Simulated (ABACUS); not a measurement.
# Yb: 7 runs along one coordinate

System: Yb (1 atom in the cell).
Method: Kohn-Sham DFT of a periodic cell, PBE, PseudoDojo NC SR 0.4.1 PBE standard, lanthanides 3+ (f in core), spin-polarised (ABACUS 3.10.1).

The 7 runs differ only in the geometry, by an even scaling of the cell at fixed fractional positions. The structure derives from an entry of the Crystallography Open Database.

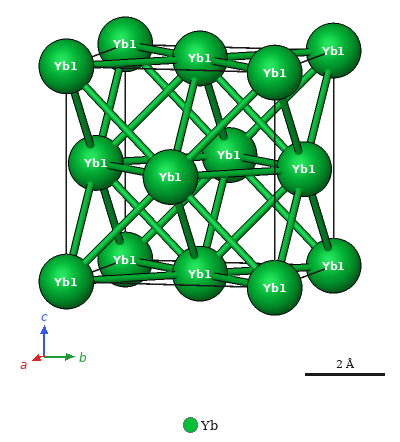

Figure 1. The structure of run 4 (ball-and-stick view of the cell 4 times as large as that of the calculation, set on its symmetry axes, seen slightly off an axis; atoms are numbered from 1 in the order of the input).

## Input of run 4
```
INPUT_PARAMETERS
suffix              Yb
calculation         scf
basis_type          lcao
pseudo_dir          ./
orbital_dir         ./
symmetry            1
dft_functional      pbe
ecutwfc             100
pseudo_rcut         10
nspin               2
nbands              10
ks_solver           genelpa
smearing_method     fd
smearing_sigma      0.00367493
scf_thr             1e-07
scf_nmax            100
mixing_type         broyden
mixing_beta         0.4
cal_force           1
cal_stress          1
out_mul             1
```

## File STRU of run 4
```
ATOMIC_SPECIES
Yb 173.0540 Yb.upf

NUMERICAL_ORBITAL
Yb_confined-atom_8au_3s2p2d1f.orb

LATTICE_CONSTANT
1.8897261246

LATTICE_VECTORS
0.0000000000 2.7431000000 2.7431000000
2.7431000000 0.0000000000 2.7431000000
2.7431000000 2.7431000000 0.0000000000

ATOMIC_POSITIONS
Direct

Yb
0.0
1
0.0000000000 0.0000000000 0.0000000000 1 1 1 mag 0
```

## File KPT of run 4
```
K_POINTS
0
Gamma
8 8 8 0 0 0
```

Command:
```bash
OMP_NUM_THREADS=1 mpirun -np 4 abacus > log
```

Run 5 differs from it as follows:
```diff
-0.0000000000 2.7431000000 2.7431000000
-2.7431000000 0.0000000000 2.7431000000
-2.7431000000 2.7431000000 0.0000000000
+0.0000000000 2.7612667546 2.7612667546
+2.7612667546 0.0000000000 2.7612667546
+2.7612667546 2.7612667546 0.0000000000
```

## Results, with one run withheld

| run | volume per atom (Å³) | free energy per atom, from the lowest run given (meV) | pressure (GPa) |
| --- | --- | --- | --- |
| 1 | 38.805 | 0.00 | −8.02 |
| 2 | 39.630 | 42.22 | −8.36 |
| 3 | 40.456 | 86.07 | −8.67 |
| 4 | 41.281 | 131.47 | −8.95 |
| 5 | 42.107 | ? | ? |
| 6 | 42.933 | 226.38 | −9.45 |
| 7 | 43.758 | 275.64 | −9.67 |

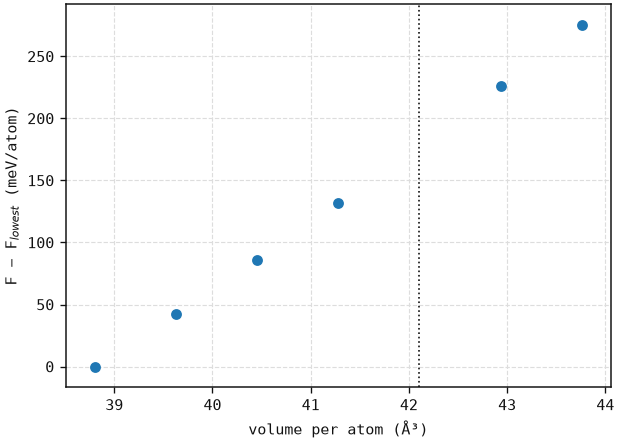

Figure 2. Free energy per atom of the runs given; the dotted line marks run 5.

Estimate the energy of run 5 from the others.

A cubic polynomial in V^(−2/3) (the Birch–Murnaghan form), fitted to the 6 runs given, misses them by at most 0.03 meV per atom. With x = V^(−2/3) − 0.08399 Å⁻², it reads F = 120.42 − 40675 x + 1.1712e+06 x² − 1.2152e+07 x³ (meV per atom). At run 5 it gives 178.27 meV per atom, and the run itself gives 178.29. The slope of the fit gives a pressure −dF/dV of −9.21 GPa there, and the run prints −9.21 GPa. The fit has no minimum inside this range.

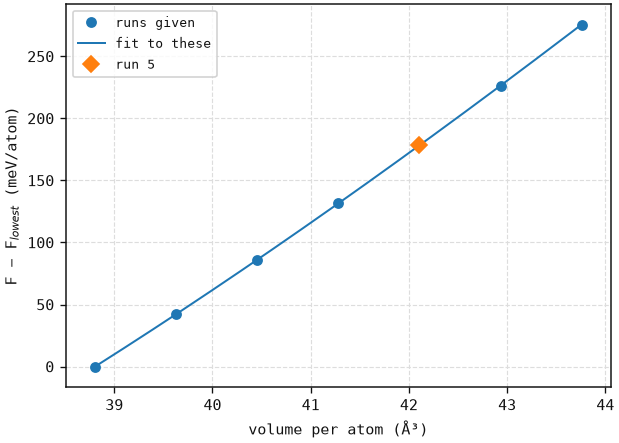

Figure 3. The fit and the withheld run.

## Some lines of the output (run 5)
```
[...]
 E_Fermi        0.4873874954         6.6312470712
 E_Fermi        0.4873769791         6.6311039902
 E_Fermi        0.4873575792         6.6308400400
 E_Fermi        0.4873585824         6.6308536897
 E_Fermi        0.4873627828         6.6309108387
 E_Fermi        0.4873647090         6.6309370462
 E_Fermi        0.4873646620         6.6309364067
 E_Fermi        0.4873646442         6.6309361655
 E_KS(sigma->0) -93.1316762052       -1267.1214606820
 E_Fermi        0.4873646432         6.6309361506
 final etot is -1267.1308705 eV
 EFERMI = 6.6309361506 eV
 TOTAL-PRESSURE: -92.117112 KBAR
 !FINAL_ETOT_IS -1267.1308704763300739 eV
```

Notes: Points of doubt noted for this run: f electrons in core; home made orbitals.
